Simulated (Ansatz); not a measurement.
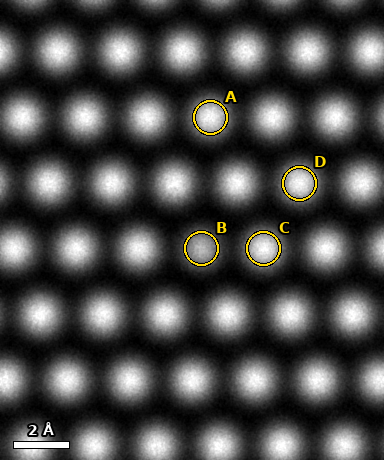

HAADF-like image of W (R-3m, No. 166) along [100]. The image is simulated as a sum over atoms of Z^1.8, blurred by a 1.24 Å probe (no channelling). The probe carries 15 % of its weight in a tail 2.5 times as wide. Shot noise was added.

The sample is 4 repeats (12.0 Å) thick. One point defect was put into the perfect crystal, without relaxing the atoms around it. Brightness is counted from the darkest point of the image. Host structure: the geometry relaxed with Ansatz 0.2.0, DFT, PAW plane waves, r2scan; the starting structure was generated, so it need not be a known form of this composition.

Which ringed column holds the defect, and does it scatter more or less than its equals?

Answer. B; it scatters less. The column holds 4 atoms (W) through the sample, and one W atom is missing, so its peak drops to about 75 % of that of its equals.
